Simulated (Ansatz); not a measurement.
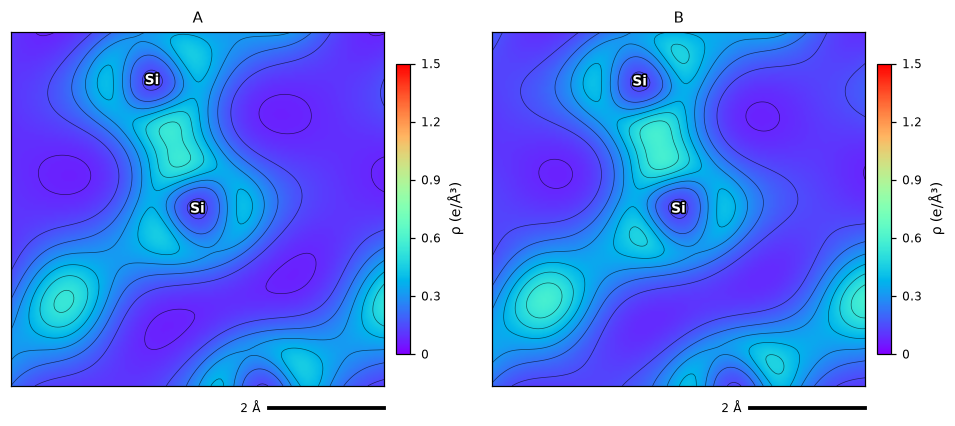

Si. The valence electron density of two cells that differ in size and shape, on the (100) plane of each (indices in the axes of the calculation cell), at one length scale and on one colour scale; one has 17.1 and the other 18.5 Å³ an atom.

The calculation used DFT PBEsol, scalar-relativistic, plane waves, PAW in Ansatz 0.2.0.

In a PAW calculation such maps are meaningful between the atoms, not at the nuclei.

The larger cell:

```cif
data_structure
_symmetry_space_group_name_H-M 'P 1'
_symmetry_Int_Tables_number 1
_cell_length_a 5.7757
_cell_length_b 5.7757
_cell_length_c 5.7757
_cell_angle_alpha 109.471
_cell_angle_beta 109.471
_cell_angle_gamma 109.471
_cell_volume 148.32
loop_
_atom_site_label
_atom_site_type_symbol
_atom_site_fract_x
_atom_site_fract_y
_atom_site_fract_z
_atom_site_occupancy
Si1 Si 0.20479 0.20479 0.20479 1
Si2 Si 0.50000 0.00000 0.29521 1
Si3 Si 0.29521 0.50000 0.00000 1
Si4 Si 0.00000 0.29521 0.50000 1
Si5 Si 0.79521 0.79521 0.79521 1
Si6 Si 0.50000 0.00000 0.70479 1
Si7 Si 0.70479 0.50000 0.00000 1
Si8 Si 0.00000 0.70479 0.50000 1
```

The smaller cell: a = 5.634 Å, b = 5.634 Å, c = 5.634 Å, α = 106.97°, β = 106.97°, γ = 114.59°.

Which panel shows the smaller cell, and what does the compression change?

Answer. Panel B is the smaller cell, by 8 % in volume. From the larger cell to the smaller, Si–Si goes from 2.37 to 2.31 Å, and the density at its midpoint from 0.54 to 0.58 e/Å³; the pressure goes from −3.0 to 6 GPa.

PAW datasets: the set soft_1.
